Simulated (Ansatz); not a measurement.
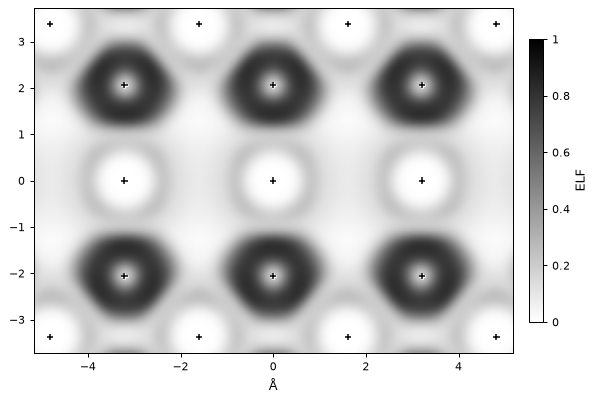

The electron localisation function on a plane through atoms (crosses mark nuclei in the plane).

All numbers below come from DFT PBEsol, scalar-relativistic, plane waves, PAW in Ansatz 0.2.0.

Candidates:
A. SnO2, a = 4.77 Å, b = 4.77 Å, c = 3.21 Å, α = 90.00°, β = 90.00°, γ = 90.00°. Space group P4₂/mnm.
B. GaN, a = 4.50 Å, b = 4.50 Å, c = 4.50 Å, α = 90.00°, β = 90.00°, γ = 90.00°. Space group F-43m; a generated structure, not necessarily the stable one.

### Which candidate gave the map?

Candidate A: SnO2 on the (11̄0) plane of the conventional cell, which holds Sn and O. Sn–O (2.07 Å): the ELF peaks at about 0.80 in the valence shell of O, 0.6 Å from its nucleus, and is about 0.25 at the midpoint (no localised pair shows between them).
